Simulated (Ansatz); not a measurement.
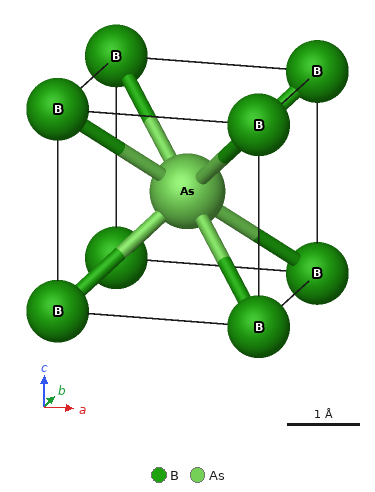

Fig. 1: The input geometry (ball-and-stick view of the cell of the calculation, seen slightly off an axis). Near neighbours in the crystal (not all of them lie inside the picture): B has 8 As at 2.53 Å; As has 8 B at 2.53 Å.

## Single-point calculation of BAs

The run: single-point calculation of BAs (Pm-3m, 2 atoms in the cell). Method and program: DFT, r2SCAN, plane waves, PAW, no spin polarisation (Ansatz 0.2.0).

The structure was built on a prototype by a generator. The geometry comes from this level: r2SCAN. It belongs to a series of runs on one base structure; here: scf.occupations = gaussian 0.2.

Output:
```
scf.n_extra_bands = 4 over 9 filled bands (N_el = 18.0): the run solves 13 bands
Engine: ansatz 0.2.0, x86_64-unknown-linux-gnu
Pseudopotentials: kind: paw
Pseudopotential: B, paw, valence charge 3, recommended cutoff 500 eV (meta_gga), B.paw.azcp
Pseudopotential: As, paw, valence charge 15, recommended cutoff 500 eV (meta_gga), As.paw.azcp
Functional definition: r2SCAN
  parameter k0 = 0.174
  parameter k1 = 0.065
  parameter a1 = 4.9479
  exchange = r2scan_x(k0 = k0, k1 = k1, a1 = a1)
  correlation = r2scan_c
Crystal: 2 atoms, lattice volume = 25.029 Å³
Basis set: ecut = 500 eV, 619 PW (Γ), exchange–correlation on 96×96×96 points (64 copies of the dense FFT grid, shifted against one another)
Bands: 13, of which v1, the nominal top of the filled ones, is band 9 counted from 1 (8 counted from 0)
Symmetry: 48 space group operations
Space group: Pm-3m (ITA 221), of the structure as read, at distance tolerance 2.9e-5 Å
k-points: 20 of 216
Non-local potential: B, projectors of the file, l = 0: 2, l = 1: 2, l = 2: 1
Non-local potential: As, projectors of the file, l = 0: 2, l = 1: 2, l = 2: 3, l = 3: 1
PAW form: soft (Blöchl's): semilocal exchange-correlation on the pseudo side does not see the compensation charge
PAW frozen core: B, regenerated for the run's functional (the file was generated under x = pbe(κ = 0.804, μ = 0.2195149727645171), c = pbe(β = 0.06672455060314922))
PAW frozen core: As, regenerated for the run's functional (the file was generated under x = pbe(κ = 0.804, μ = 0.2195149727645171), c = pbe(β = 0.06672455060314922))
PAW one-centre angular grid: B, 302 points (default); XC on 160 Gauss nodes
PAW one-centre angular grid: As, 590 points (default); XC on 160 Gauss nodes
Initial density: superposition of atomic densities (neutral atoms: chi_scale 0, normalization atom), corrected by the library's trained network
Initial wavefunctions: pseudopotential atomic-orbital guess
Functional: x = r2scan, c = r2scan; τ floored in thin density (d = 2e-4 eV/Å³)
SCF iter   1: F=—  HF=-5017.761498 eV  |F-HF|=—  |Δ(HF+E_count)|=         —  Δρ=9.00e-3  dr2=3.60e-2  dr2_τ=1.47e-2  ethr=1.77e-3  ⟨swp⟩=5.0  Hψ=1289  notcnv=0
preconditioner: auto → none  [metal: Δε(μ)=0.174 eV  Ē_g=11.183 eV  σ=0.200 eV  W_gap=0.44  n_scr=6 (ndim 8)  ℏωp=21.0 eV  f_vac=0.000  D(μ)=0.75/eV (n_scr^D=6)  sad-step TF]
SCF iter   2: F=—  HF=-5017.781009 eV  |F-HF|=—  |Δ(HF+E_count)|=   1.95e-2  Δρ=4.47e-3  dr2=7.91e-3  dr2_τ=9.25e-5  ethr=2.00e-4  ⟨swp⟩=2.8  Hψ=624  notcnv=0
SCF iter   3: F=—  HF=-5017.779743 eV  |F-HF|=—  |Δ(HF+E_count)|=   1.27e-3  Δρ=9.24e-4  dr2=1.53e-4  dr2_τ=2.79e-5  ethr=4.39e-5  ⟨swp⟩=2.0  Hψ=320  notcnv=0
SCF iter   4: F=—  HF=-5017.779802 eV  |F-HF|=—  |Δ(HF+E_count)|=   5.92e-5  Δρ=4.09e-4  dr2=2.07e-5  dr2_τ=5.68e-7  ethr=8.49e-7  ⟨swp⟩=1.9  Hψ=316  notcnv=0
SCF iter   5: F=—  HF=-5017.779857 eV  |F-HF|=—  |Δ(HF+E_count)|=   5.49e-5  Δρ=3.77e-5  dr2=2.53e-7  dr2_τ=3.11e-9  ethr=1.15e-7  ⟨swp⟩=2.2  Hψ=369  notcnv=0
SCF iter   6: F=-5017.779858 eV  HF=-5017.779858 eV  |F-HF|=2.68e-9  |Δ(HF+E_count)|=   7.47e-7  Δρ=5.38e-6  dr2=6.85e-9  dr2_τ=2.66e-10  ethr=5.56e-10  ⟨swp⟩=5.3  Hψ=1173  notcnv=0
SCF 1 converged in 6 iterations: F = -5017.779858 eV  dr2 = 6.85e-9
  greatest PAW one-centre occupation: 0.999 electrons in one spin orbital (limit 2), on the As atom at site 1 (counted from 0), in its partial waves of l = 2
SCF converged after 6 iterations
Free energy (F): -5017.779858 eV
Harris-Foulkes:  -5017.779858 eV  (|F-HF|=2.68e-9)
Internal energy: -5017.763597 eV  (E = F + TS)
E sigma→0 (E₀):  -5017.771727 eV
Entropy (-TS):   -0.016261 eV (-8.131 meV/atom)
Fermi energy:    12.730609 eV
--- Per-component energies (eV) ---
  E_band       = -192.892783
  E_kinetic    = 143.019069
  E_local      = -1540.247115  (includes V_loc(G=0)·N_el)
  E_nonlocal   = -656.284069
  E_hartree    = 879.536187
  E_xc         = -103.687477
  E_vxc        = -123.751086  (∫ρ·V_xc dr)
  E_paw        = -1926.823611  (= ΣΔE_a)
  E_vpaw       = 218.631126  (= ΣTr[D̂ρ^β])
  E_aug_tail   = -0.000006  (compensation charges beyond the density's cutoff)
  E_vtau       = 6.667699  (kinetic-family band-sum trace: ∫τ·v_τ [+ j·A + Jᵃ·Aᵃ] dr)
  E_ewald      = -1811.800725
  E_core_change = -1.475850  (= ΣΔE_core)
  E_smearing   = -0.016261  (= −TS)
  E_closure    = -0.000000  (closes the sum)
  Σ components = -5017.779858   (vs F -5017.779858, Δ=0.00e0)
--- Forces (eV/Å), atoms counted from 1 ---
  atom   1  B     -0.00000000     0.00000000    -0.00000000
  atom   2  As     0.00000000    -0.00000000     0.00000000
  max |Σ_I F_I| component: 4.44e-31 eV/Å
--- Stress (GPa, compression-positive) ---
        2.119970       0.000000      -0.000000
        0.000000       2.119970       0.000000
        0.000000       0.000000       2.119970
  P = ⅓ Tr σ = 2.1200 GPa (21.200 kbar)
--- Band table (eV; the first three rows and the last of 20) ---
  k-point 0: bands = ["-24.3649", "-24.3649", "-24.3123", "-24.3123", "-24.3123", "-3.9948", "11.7637", "11.7637", "11.7637", "12.6286", "18.8000", "18.8000", "22.8163"]
  k-point 1: bands = ["-24.3644", "-24.3532", "-24.3160", "-24.3160", "-24.3120", "-3.5259", "8.2180", "12.2467", "12.2467", "14.1157", "19.2795", "21.1327", "21.5826"]
  k-point 2: bands = ["-24.3633", "-24.3299", "-24.3232", "-24.3232", "-24.3114", "-2.1736", "4.2558", "13.6679", "13.6679", "15.3413", "18.8090", "18.8090", "19.3464"]
  k-point 19: bands = ["-24.3427", "-24.3427", "-24.3427", "-24.2909", "-24.2909", "5.2327", "9.4229", "9.4229", "9.4229", "9.8604", "10.6458", "10.6458", "10.6458"]
```

This output came from the following input.

The input:
```yaml
crystal:
  lattice:
    - [2.9251576879, 0.0, 0.0]
    - [0.0, 2.9251576879, 0.0]
    - [0.0, 0.0, 2.9251576879]
  atoms:
    - { symbol: B, position: [0.0, 0.0, 0.0] }
    - { symbol: As, position: [0.5, 0.5, 0.5] }
kpoints:
  mp_grid: { grid: [6, 6, 6] }
hamiltonian:
  xc: r2scan
scf:
  occupations: { method: gaussian, width: 0.2 }
  n_extra_bands: 4
output:
  forces: true
  stress: true
  eigenvalues: true
```

Run as:
```bash
ansatz run input.yaml --threads 4 --pin off --max-ram 3686MiB --backend cpu --events-out ev --progress --plain --runs-dir out
```

Summary:

| quantity | value |
| --- | --- |
| outcome | converged |
| space group (tolerance 0.01 Å) | Pm-3m (221) |
| electrons treated | 18 |
| free energy | −5017.7799 eV |
| Fermi energy | 12.731 eV |
| band gap | none (metallic) |
| pressure | 2.12 GPa |
| largest force (length of the vector) | under 0.001 eV/Å |
| hardware | 4 threads of an x86-64 CPU, shared host |
| wall time | 1.6 s (CPU time 3.8 s) |
| peak memory | 0.38 GiB |

Remarks:

Settings chosen away from the usual ones: scf.occupations = gaussian 0.2.
